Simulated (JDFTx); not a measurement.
## WC: band-structure run

System: WC (Fm-3m, 2 atoms in the cell).
Method: Kohn-Sham DFT of a periodic cell, TASK, SG15-PBE-1.2, no spin polarisation (JDFTx 1.7.0 (patched build)).

The structure derives from a Materials Project entry.

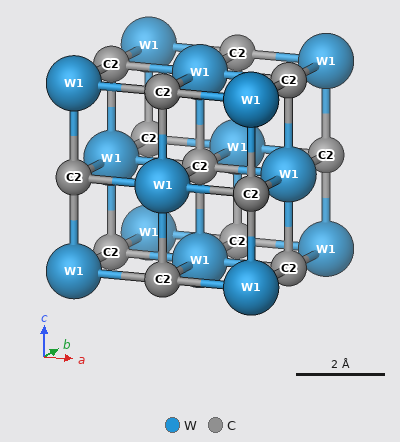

Fig. 1: The input geometry (ball-and-stick view of the cell 4 times as large as that of the calculation, set on its symmetry axes, seen slightly off an axis; atoms are numbered from 1 in the order of the input). An atom can appear more than once, as a periodic image.

**Input**
```
lattice \
    0.0000000000     4.1435722378     4.1435722378 \
    4.1435722378     0.0000000000     4.1435722378 \
    4.1435722378     4.1435722378     0.0000000000
coords-type Cartesian
ion W      0.0000000000     0.0000000000     0.0000000000 1
ion C      4.1435722378     4.1435722378     4.1435722378 1

ion-species pseudo/W.upf
ion-species pseudo/C.upf
elec-cutoff 50 400
elec-ex-corr mgga-x-task lda-c-pw
elec-smearing Fermi 0.0018374661
elec-n-bands 23
electronic-minimize nIterations 30 energyDiffThreshold 1e-06
davidson-band-ratio 1.3
forces-output-coords Cartesian
include path.kpoints
symmetries none
fix-electron-density run.$VAR

dump-name bands.$VAR
dump End Ecomponents EigStats BandEigs Kpoints Forces
```

**File path.kpoints**
```
kpoint +0.0000000000 +0.0000000000 +0.0000000000 0.020000000000
kpoint +0.0714285714 +0.0000000000 +0.0714285714 0.020000000000
kpoint +0.1428571429 +0.0000000000 +0.1428571429 0.020000000000
kpoint +0.2142857143 +0.0000000000 +0.2142857143 0.020000000000
kpoint +0.2857142857 +0.0000000000 +0.2857142857 0.020000000000
kpoint +0.3571428571 +0.0000000000 +0.3571428571 0.020000000000
kpoint +0.4285714286 +0.0000000000 +0.4285714286 0.020000000000
kpoint +0.5000000000 +0.0000000000 +0.5000000000 0.020000000000
kpoint +0.5000000000 +0.0833333333 +0.5833333333 0.020000000000
kpoint +0.5000000000 +0.1666666667 +0.6666666667 0.020000000000
kpoint +0.5000000000 +0.2500000000 +0.7500000000 0.020000000000
kpoint +0.4375000000 +0.3125000000 +0.7500000000 0.020000000000
kpoint +0.3750000000 +0.3750000000 +0.7500000000 0.020000000000
kpoint +0.3281250000 +0.3281250000 +0.6562500000 0.020000000000
kpoint +0.2812500000 +0.2812500000 +0.5625000000 0.020000000000
kpoint +0.2343750000 +0.2343750000 +0.4687500000 0.020000000000
kpoint +0.1875000000 +0.1875000000 +0.3750000000 0.020000000000
kpoint +0.1406250000 +0.1406250000 +0.2812500000 0.020000000000
kpoint +0.0937500000 +0.0937500000 +0.1875000000 0.020000000000
kpoint +0.0468750000 +0.0468750000 +0.0937500000 0.020000000000
kpoint +0.0000000000 +0.0000000000 +0.0000000000 0.020000000000
kpoint +0.0833333333 +0.0833333333 +0.0833333333 0.020000000000
kpoint +0.1666666667 +0.1666666667 +0.1666666667 0.020000000000
kpoint +0.2500000000 +0.2500000000 +0.2500000000 0.020000000000
kpoint +0.3333333333 +0.3333333333 +0.3333333333 0.020000000000
kpoint +0.4166666667 +0.4166666667 +0.4166666667 0.020000000000
kpoint +0.5000000000 +0.5000000000 +0.5000000000 0.020000000000
kpoint +0.5250000000 +0.4500000000 +0.5250000000 0.020000000000
kpoint +0.5500000000 +0.4000000000 +0.5500000000 0.020000000000
kpoint +0.5750000000 +0.3500000000 +0.5750000000 0.020000000000
kpoint +0.6000000000 +0.3000000000 +0.6000000000 0.020000000000
kpoint +0.6250000000 +0.2500000000 +0.6250000000 0.020000000000
kpoint +0.5625000000 +0.2500000000 +0.6875000000 0.020000000000
kpoint +0.5000000000 +0.2500000000 +0.7500000000 0.020000000000
kpoint +0.5000000000 +0.2916666667 +0.7083333333 0.020000000000
kpoint +0.5000000000 +0.3333333333 +0.6666666667 0.020000000000
kpoint +0.5000000000 +0.3750000000 +0.6250000000 0.020000000000
kpoint +0.5000000000 +0.4166666667 +0.5833333333 0.020000000000
kpoint +0.5000000000 +0.4583333333 +0.5416666667 0.020000000000
kpoint +0.5000000000 +0.5000000000 +0.5000000000 0.020000000000
kpoint +0.4791666667 +0.4791666667 +0.5416666667 0.020000000000
kpoint +0.4583333333 +0.4583333333 +0.5833333333 0.020000000000
kpoint +0.4375000000 +0.4375000000 +0.6250000000 0.020000000000
kpoint +0.4166666667 +0.4166666667 +0.6666666667 0.020000000000
kpoint +0.3958333333 +0.3958333333 +0.7083333333 0.020000000000
kpoint +0.3750000000 +0.3750000000 +0.7500000000 0.020000000000
kpoint +0.6250000000 +0.2500000000 +0.6250000000 0.020000000000
kpoint +0.5833333333 +0.1666666667 +0.5833333333 0.020000000000
kpoint +0.5416666667 +0.0833333333 +0.5416666667 0.020000000000
kpoint +0.5000000000 +0.0000000000 +0.5000000000 0.020000000000
```

Hardware: 1 thread of Intel Xeon @ 2.50GHz (Skylake/Cascade Lake), 32 GiB of memory available, shared host.

Launched with:
```bash
jdftx -c 1 -i bands.in -o bands.out
```

**Output**
```
*************** JDFTx 1.7.0 (patched build) ***************

Input parsed successfully to the following command list (including defaults):
[... the input with its defaults ...]

---------- Initializing the Grid ----------
R =
[            0      4.14357      4.14357  ]
[      4.14357            0      4.14357  ]
[      4.14357      4.14357            0  ]
unit cell volume = 142.284
G =
[  -0.758185   0.758185   0.758185  ]
[   0.758185  -0.758185   0.758185  ]
[   0.758185   0.758185  -0.758185  ]
Minimum fftbox size, Smin = [  56  56  56  ]
Chosen fftbox size, S = [  56  56  56  ]

---------- Initializing tighter grid for wavefunction operations ----------
R =
[            0      4.14357      4.14357  ]
[      4.14357            0      4.14357  ]
[      4.14357      4.14357            0  ]
unit cell volume = 142.284
G =
[  -0.758185   0.758185   0.758185  ]
[   0.758185  -0.758185   0.758185  ]
[   0.758185   0.758185  -0.758185  ]
Minimum fftbox size, Smin = [  40  40  40  ]
Chosen fftbox size, S = [  40  40  40  ]

---------- Exchange Correlation functional ----------
Initialized LibXC exchange functional 'TASK exchange of Aschebrock and Kuemmel'
Initialized LibXC correlation functional 'Perdew & Wang'

---------- Setting up pseudopotentials ----------
Width of ionic core gaussian charges (only for fluid interactions / plotting) set to 0

Reading pseudopotential file 'pseudo/W.upf':
  'W' pseudopotential, 'PBE' functional
  Generated using ONCVPSP code by D. R. Hamann
  28 valence electrons, 0 orbitals, 8 projectors, 602 radial grid points, with lMax = 3
  Core radius for overlap checks: 2.72 bohrs.

Reading pseudopotential file 'pseudo/C.upf':
  'C' pseudopotential, 'PBE' functional
  Generated using ONCVPSP code by D. R. Hamann
  4 valence electrons, 0 orbitals, 4 projectors, 602 radial grid points, with lMax = 1
  Core radius for overlap checks: 1.23 bohrs.

Initialized 2 species with 2 total atoms.

Folded 50 k-points by 1x1x1 to 50 k-points.

---------- Setting up k-points, bands, fillings ----------
No reducable k-points.
Computing the number of bands and number of electrons
Calculating initial fillings.
nElectrons:  32.000000   nBands: 23   nStates: 50

----- Setting up reduced wavefunction bases (one per k-point) -----
average nbasis = 2402.720 , ideal nbasis = 2402.723

---------- Setting up ewald sum ----------
Optimum gaussian width for ewald sums = 1.881939 bohr.
Real space sum over 1331 unit cells with max indices [  5  5  5  ]
Reciprocal space sum over 2197 terms with max indices [  6  6  6  ]

---------- Allocating electronic variables ----------
Reading n from file 'run.n' ... done
Reading tau from file 'run.tau' ... done
Initializing wave functions:  (No orbitals for LCAO)  bandwidth-limited random numbers

----------- Band structure minimization -------------
Minimization will be done independently for each quantum number.

---- Minimization of quantum number:     0  [ +0.0000000 +0.0000000 +0.0000000 ]  0.040000000 ----
BandDavidson: Iter:   0  Eband: +1.450486154075888
BandDavidson: Iter:   1  Eband: +0.921378181621352  dEband: -5.291080e-01
BandDavidson: Iter:   2  Eband: +0.635463823126397  dEband: -2.859144e-01
BandDavidson: Iter:   3  Eband: +0.502078444599422  dEband: -1.333854e-01
[... 742 lines of inner loops ...]
BandDavidson: Iter:  10  Eband: +0.472635046735196  dEband: -2.490130e-06
BandDavidson: Iter:  11  Eband: +0.472634528265952  dEband: -5.184692e-07
BandDavidson: Converged (dEband<1.000000e-06)
	FillingsUpdate:  mu: +1.116512203  nElectrons: 32.000000
WARNING: these k-points are no uniform mesh, so that mu and the fillings of partly filled bands are only those of these points: take mu from the calculation that made the density or potential.

Dumping 'bands.eigStats' ...
	eMin: -1.793527 at state 0 ( [ +0.000000 +0.000000 +0.000000 ] spin 0 )
	HOMO: +1.113002 at state 43 ( [ +0.416667 +0.416667 -0.333333 ] spin 0 )
	mu  : +1.116512
	LUMO: +1.118248 at state 19 ( [ +0.046875 +0.046875 +0.093750 ] spin 0 )
	eMax: +2.011561 at state 0 ( [ +0.000000 +0.000000 +0.000000 ] spin 0 )
	HOMO-LUMO gap: +0.005245
	Optical gap  : +0.033084 at state 1 ( [ +0.071429 +0.000000 +0.071429 ] spin 0 )
Done!
```

**Summary**

```tsv
quantity	value
outcome	converged
space group (tolerance 0.01 Å)	Fm-3m (225)
electrons treated	32
gap on the band path	0.00 eV
wall time	1.8 min
peak memory	0.11 GiB
```

**Remarks**

Points of doubt noted for this run: coarse mesh; metagga forces on grid. Spin–orbit coupling is left out, which matters for W. The k-point mesh is coarse for a cell of this size, so the results may not be converged.
